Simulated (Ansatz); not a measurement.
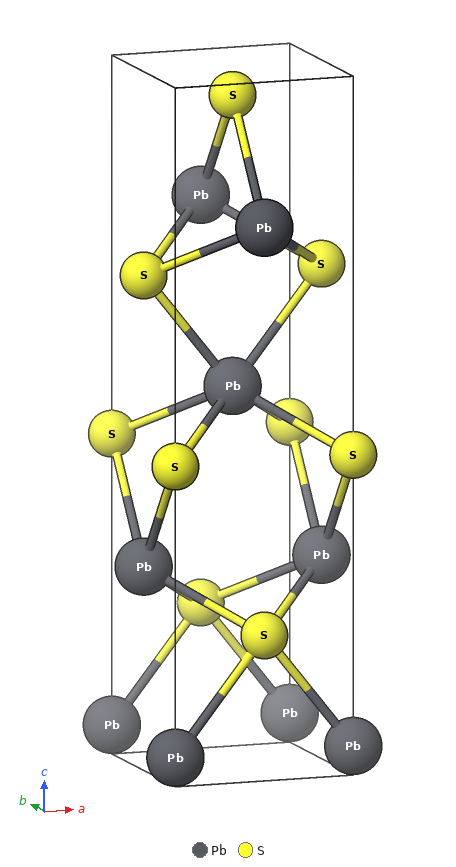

The structure above is drawn in ball-and-stick style and viewed slightly off an axis. The parallelepiped is the conventional unit cell. Cell: a = 3.87 Å, b = 3.87 Å, c = 14.56 Å, α = 90.00°, β = 90.00°, γ = 90.00°.

It goes back to a structure type filled with these elements by a generator (whether the compound takes this form wasn't checked). Earlier steps of the study may have refined or changed the cell and positions. Ansatz was used for an electronic-structure calculation on it.

> What is this?

The solid is PbS. It belongs to space group I4_1md (No. 109) and has a body-centred tetragonal lattice. One cell contains 4 Pb, 4 S, 8 atoms in all. The coordination shell of Pb holds six S in a trigonal prismatic arrangement at about 3.0 to 3.1 Å. The S atoms are each bonded to six Pb in a trigonal prismatic arrangement at about 3.0 to 3.1 Å. The bonds build a three-dimensional framework.

Computed with DFT PBE, scalar-relativistic, plane waves, PAW in Ansatz 0.2.0. Settings: an energy cutoff of 420 eV, k-points about 0.23 Å⁻¹ apart, Gaussian smearing of 0.02 eV, no spin polarisation.

> Does it come out as a metal, or with a gap?

A semiconductor at this level, with a gap of 0.74 eV, indirect.

> How charged are the atoms, by the Bader scheme?

Pb +0.97 e; S -0.97 e.

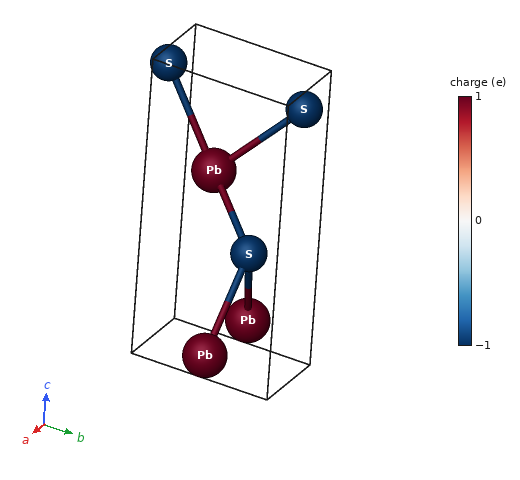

The atoms coloured by those charges. The run's cell of 4 atoms is drawn in a reduced setting, so axes and origin can differ from the first picture.

> Are forces and stress small enough to call this relaxed?

Yes. The largest force is 0.01 eV/Å. The pressure is 0.0 GPa, close to zero.
